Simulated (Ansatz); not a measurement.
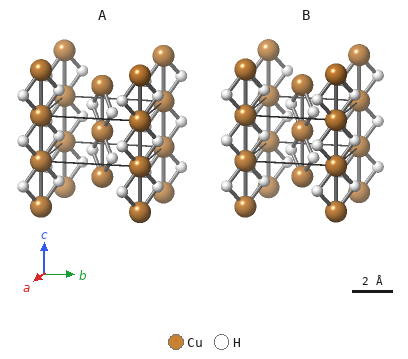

Two geometries of crystalline CuH₂ (a generated structure, set up in Pnnm), drawn at one scale. One is the start of a relaxation, the other its converged end. A ball-and-stick model of the cell of the calculation, seen slightly off an axis.

All numbers below come from DFT PBE, scalar-relativistic, plane waves, PAW in Ansatz. Settings: plane-wave cutoff 420 eV; k-point mesh 8 × 8 × 16; occupations gaussian; smearing width 0.1 eV; no spin polarisation; cell and atoms relaxed; force threshold 0.01 eV/Å; at most 80 steps.

Q: Which of the two is the end point?

A: Structure B is the relaxed one. The largest moves relative to the cell, 0.12 Å, are those of H atoms. Cu stays in place. Cell: a 4.863 → 4.784 Å (−1.6 %), b 5.228 → 4.788 Å (−8.4 %), c 2.385 → 2.394 Å (+0.3 %). Volume −9.6 %. Near-neighbour distances that change, for instance: Cu–H 1.628 → 1.637 Å, Cu–Cu 2.385 → 2.394 Å. The space group (tolerance 0.01 Å) goes from Pnnm (No. 58) to P4_2/mnm (No. 136). Over 10 accepted moves (12 points after the start) the energy falls by 3.9 meV per atom. Largest force component: 0.039 eV/Å at the start, under 0.0001 eV/Å at the end. The pressure goes from −0.23 to 0.00 GPa. The SCF was repeated twice at an unchanged geometry on a basis and grid sized afresh for the cell, which shifted the energy by 0.7 meV per atom at most.

Limits of the set-up: layers or molecules are held without a dispersion correction, so their spacing is unreliable.
